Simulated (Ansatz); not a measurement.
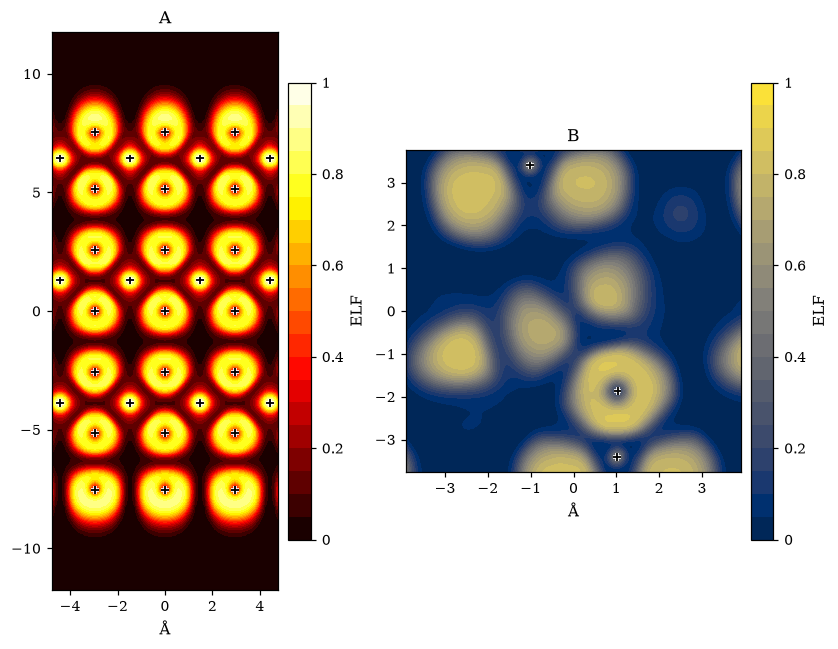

The ELF of 2 systems, each on a plane through atoms (crosses mark nuclei in the plane).

Level of theory: Ansatz, DFT PBE, scalar-relativistic, plane waves, PAW.

System 1: Cu₆O₇ (slab), the (010) plane of the calculation cell, a cut from vacuum to vacuum. Computed without spin polarisation.

```xyz
13
Lattice="2.9487 0.0000 0.0000 -0.0082 2.9487 0.0000 0.0000 0.0000 30.4538" Properties=species:S:1:pos:R:3 pbc="T T T"
O     1.4703    1.4743    7.6832
Cu    1.4744    0.0000    8.7944
O     1.4703    1.4743   10.0772
Cu   -0.0041    1.4743   11.3626
O     1.4703    1.4743   12.6542
Cu    1.4744    0.0000   13.9344
O     1.4703    1.4743   15.2269
Cu   -0.0041    1.4743   16.5194
O     1.4703    1.4743   17.7996
Cu    1.4744    0.0000   19.0912
O     1.4703    1.4743   20.3766
Cu   -0.0041    1.4743   21.6593
O     1.4703    1.4743   22.7706
```

System 2: SiO₂, the (111) plane of the conventional cell. Space group P6₂22; changed on purpose from its base cell (strain -0.040 along x and y, -0.080 along z, atoms carried along); not relaxed (largest force 1.5 eV/Å); computed pressure about 40 GPa in this cell.

```yaml
crystal:
  lattice:
    - [4.90070, 0.00000, 0.00000]
    - [-2.45035, 4.24413, 0.00000]
    - [0.00000, 0.00000, 5.13791]
  atoms:
    - { symbol: Si, position: [0.50000, 0.00000, 0.00000] }
    - { symbol: Si, position: [0.50000, 0.50000, 0.33333] }
    - { symbol: Si, position: [0.00000, 0.50000, 0.66667] }
    - { symbol: O, position: [0.41593, 0.20796, 0.16667] }
    - { symbol: O, position: [0.20796, 0.41593, 0.50000] }
    - { symbol: O, position: [0.79204, 0.20796, 0.83333] }
    - { symbol: O, position: [0.58407, 0.79204, 0.16667] }
    - { symbol: O, position: [0.79204, 0.58407, 0.50000] }
    - { symbol: O, position: [0.20796, 0.79204, 0.83333] }
```

### Which map belongs to which system?

Panel A is system 1, Cu₆O₇: the plane holds O and Cu. Cu–O (1.85 Å): the ELF peaks at about 0.80 in the valence shell of O, 0.6 Å from its nucleus, and is about 0.30 at the midpoint: no localised pair shows between them. Panel B is system 2, SiO₂: the plane holds Si and O. Si–O (1.54 Å): the ELF peaks at about 0.85 between the atoms: a short, strongly polar bond.
